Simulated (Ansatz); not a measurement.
**Mending a single-point calculation on Ni3Ge**

System: Ni3Ge (Pm-3m, 4 atoms in the cell).
Method of the first run: DFT PBEsol, scalar-relativistic, plane waves, PAW, no spin polarisation (Ansatz 0.2.0).

The structure derives from a Materials Project entry. The run did not end well. Text and figures count atoms from 1; the logs count them from 0 in places.

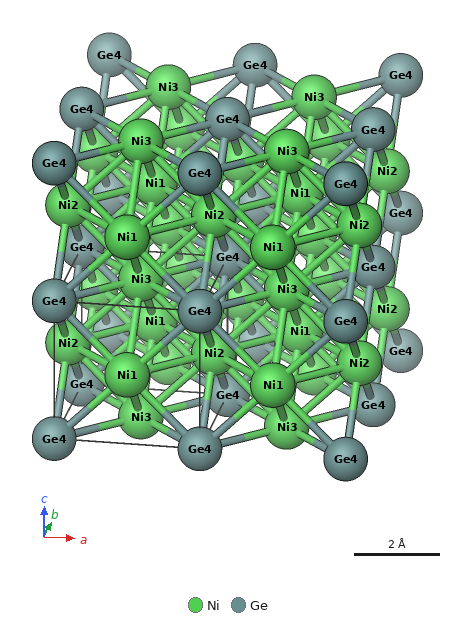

The input geometry (ball-and-stick view of the cell of the calculation, repeated 2 × 2 × 2, seen at an oblique angle; atoms are numbered from 1 in the order of the input). An atom can appear more than once, as a periodic image.

### The input, the first run
```yaml
crystal:
  lattice:
    - [3.5303341067, 0.0, 0.0]
    - [0.0, 3.5303341067, 0.0]
    - [0.0, 0.0, 3.5303341067]
  atoms:
    - { symbol: Ni, position: [0.5, 0.0, 0.5] }
    - { symbol: Ni, position: [0.0, 0.5, 0.5] }
    - { symbol: Ni, position: [0.5, 0.5, 0.0] }
    - { symbol: Ge, position: [0.0, 0.0, 0.0] }
basis:
  ecutwfc: 420
kpoints:
  mp_grid: { grid: [12, 12, 12] }
hamiltonian:
  xc: pbesol
scf:
  occupations: { method: gaussian, width: 0.1 }
  max_iter: 3
output:
  forces: true
  stress: true
  eigenvalues: true
```

Launched with:
```bash
ansatz run input.yaml --threads 1 --pin off --max-ram 2560MiB --backend cpu --events-out ev --progress --plain --runs-dir out
```

Hardware: 1 thread of Intel Xeon @ 2.50GHz (Skylake/Cascade Lake), 189 GiB of memory available, shared host.

### Output, shortened to warnings, some set-up lines, iterations and results (the first run)
```
Error: did not converge after 3 iterations: dr2 = 7.22e-4 (threshold 1.00e-7), under the density mixer `msr1`, which `scf.mixing.algorithm: auto` chose by the deck's other keys (type `scf.mixing.algorithm: msr1` to keep it); raise `scf.max_iter`, which need not help a stalled SCF, or adjust the mixing (`scf.mixing`) or, under a smearing, its width (`scf.occupations.width`, in either direction: …
Basis set: ecut = 420 eV, 847 PW (Γ), exchange–correlation on 48×48×48 points (8 copies of the dense FFT grid, shifted against one another)
Symmetry: 48 space group operations
k-points: 84 of 1728
Initial density: superposition of atomic densities (neutral atoms: chi_scale 0, normalization atom), corrected by the library's trained network
[...]
SCF iter   1: F=—  HF=-21669.811178 eV  |F-HF|=—  |Δ(HF+E_count)|=         —  Δρ=2.04e-2  dr2=9.46e-2  ethr=1.77e-3  ⟨swp⟩=5.4  Hψ=29994  notcnv=0
SCF iter   2: F=—  HF=-21669.794046 eV  |F-HF|=—  |Δ(HF+E_count)|=   1.71e-2  Δρ=4.63e-3  dr2=5.31e-3  ethr=1.39e-4  ⟨swp⟩=3.7  Hψ=20438  notcnv=0
SCF iter   3: F=—  HF=-21669.792981 eV  |F-HF|=—  |Δ(HF+E_count)|=   1.06e-3  Δρ=1.49e-3  dr2=7.22e-4  ethr=7.80e-6  ⟨swp⟩=3.3  Hψ=18090  notcnv=0
Error: did not converge after 3 iterations: dr2 = 7.22e-4 (threshold 1.00e-7), under the density mixer `msr1`, which `scf.mixing.algorithm: auto` chose by the deck's other keys (type `scf.mixing.algorithm: msr1` to keep it); raise `scf.max_iter`, which need not help a stalled SCF, or adjust the …
```

> What went wrong, and how is the input to be mended?

The run did not converge: “did not converge after 3 iterations: dr2 = 7.22e-4 (threshold 1.00e-7), under the density mixer `msr1`, which `scf.mixing.algorithm: auto` chose by the deck's other keys (type `scf.mixing.algorithm: msr1` to keep it) …” Its last values are not results. Likely cause: The residual was still falling when the limit of 3 iterations cut the run off.

A run of the same system that converges differs from this input as follows (lines with − go, lines with + come):
```diff
-  max_iter: 3
+  populations: true
```

### Output, shortened to warnings, some set-up lines, iterations and results (the second run)
```
Basis set: ecut = 420 eV, 847 PW (Γ), exchange–correlation on 48×48×48 points (8 copies of the dense FFT grid, shifted against one another)
Symmetry: 48 space group operations
k-points: 84 of 1728
Initial density: superposition of atomic densities (neutral atoms: chi_scale 0, normalization atom), corrected by the library's trained network
[...]
SCF iter   1: F=—  HF=-21669.811075 eV  |F-HF|=—  |Δ(HF+E_count)|=         —  Δρ=2.01e-2  dr2=9.21e-2  ethr=1.77e-3  ⟨swp⟩=5.6  Hψ=11050  notcnv=0  defer=31
SCF iter   2: F=—  HF=-21669.794134 eV  |F-HF|=—  |Δ(HF+E_count)|=   1.69e-2  Δρ=4.83e-3  dr2=5.75e-3  ethr=1.35e-4  ⟨swp⟩=2.4  Hψ=6428  notcnv=0  defer=141
SCF iter   3: F=—  HF=-21669.792962 eV  |F-HF|=—  |Δ(HF+E_count)|=   1.17e-3  Δρ=1.45e-3  dr2=6.86e-4  ethr=8.45e-6  ⟨swp⟩=1.6  Hψ=3699  notcnv=0  defer=141
SCF iter   4: F=—  HF=-21669.792723 eV  |F-HF|=—  |Δ(HF+E_count)|=   2.39e-4  Δρ=3.43e-4  dr2=6.84e-5  ethr=1.01e-6  ⟨swp⟩=2.0  Hψ=4657  notcnv=0  defer=141
SCF iter   5: F=—  HF=-21669.792720 eV  |F-HF|=—  |Δ(HF+E_count)|=   3.02e-6  Δρ=2.64e-4  dr2=4.13e-5  ethr=1.01e-7  ⟨swp⟩=2.2  Hψ=4638  notcnv=0  defer=141
SCF iter   6: F=—  HF=-21669.792707 eV  |F-HF|=—  |Δ(HF+E_count)|=   1.30e-5  Δρ=5.57e-5  dr2=2.07e-6  ethr=6.08e-8  ⟨swp⟩=2.0  Hψ=4412  notcnv=0  defer=141
SCF iter   7: F=-21669.792707 eV  HF=-21669.792707 eV  |F-HF|=1.12e-7  |Δ(HF+E_count)|=   1.96e-7  Δρ=1.39e-5  dr2=9.66e-8  ethr=1.47e-10  ⟨swp⟩=7.6  Hψ=16811  notcnv=0
SCF 1 converged in 7 iterations: F = -21669.792707 eV  dr2 = 9.66e-8
SCF converged after 7 iterations
Free energy (F): -21669.792707 eV
Harris-Foulkes:  -21669.792707 eV  (|F-HF|=1.12e-7)
Internal energy: -21669.782372 eV  (E = F + TS)
E sigma→0 (E₀):  -21669.787540 eV
Entropy (-TS):   -0.010335 eV (-2.584 meV/atom)
Fermi energy:    18.559362 eV
--- Per-component energies (eV) ---
  E_band       = -838.876514
  E_kinetic    = 968.994296
  E_local      = -12169.462451  (includes V_loc(G=0)·N_el)
  E_nonlocal   = 2337.040752
  E_hartree    = 5159.272497
  E_xc         = -331.525346
  E_vxc        = -396.964266  (∫ρ·V_xc dr)
  E_paw        = -6771.318112  (= ΣΔE_a)
  E_vpaw       = -1897.029124  (= ΣTr[D̂ρ^β])
  E_aug_tail   = 0.001522  (compensation charges beyond the density's cutoff)
  E_ewald      = -10864.295333
  E_core_change = 1.509803  (= ΣΔE_core)
  E_smearing   = -0.010335  (= −TS)
  E_closure    = 0.000000  (closes the sum)
  Σ components = -21669.792707   (vs F -21669.792707, Δ=0.00e0)
--- Forces (eV/Å), atoms counted from 1 ---
  atom   1  Ni     0.00000000    -0.00000000     0.00000000
  atom   2  Ni     0.00000000     0.00000000     0.00000000
  atom   3  Ni     0.00000000    -0.00000000     0.00000000
  atom   4  Ge     0.00000000     0.00000000     0.00000000
  max |Σ_I F_I| component: 9.89e-29 eV/Å
--- Stress (GPa, compression-positive) ---
       -0.990862      -0.000000      -0.000000
       -0.000000      -0.990862       0.000000
        0.000000       0.000000      -0.990862
  P = ⅓ Tr σ = -0.9909 GPa (-9.909 kbar)
--- Löwdin populations: 4 sites ---
  site symbol       q [e]
     0     Ni     17.6249
     1     Ni     17.6249
     2     Ni     17.6249
     3     Ge     14.5080
  spilling = 0.009079 (of n_electrons = 68.000000)
```

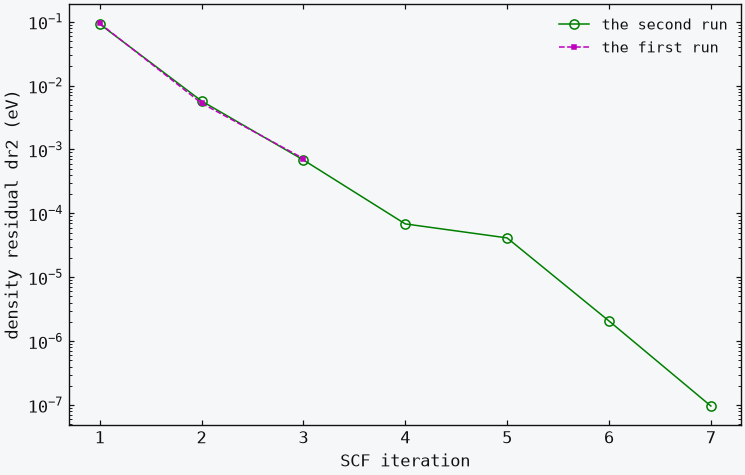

Convergence of the two runs: density residual dr2 against the SCF iteration. The second run takes 7 iterations in all, and the first run stops after 3.

### The two runs side by side

```csv
quantity,the first run,the second run
outcome,not converged,converged
free energy per atom (eV),–,−5417.4482
gap on the mesh (eV),–,0.00
pressure (GPa),–,−0.99
volume per atom (Å³),–,11.00
largest force (eV/Å),–,0.000
SCF iterations,–,7
irreducible k-points,–,84
plane waves at Γ,–,847
wall time (shared host),16 s,21 s
```

Notes on the second run: The run has no spin polarisation, so a magnetic state may lie lower.
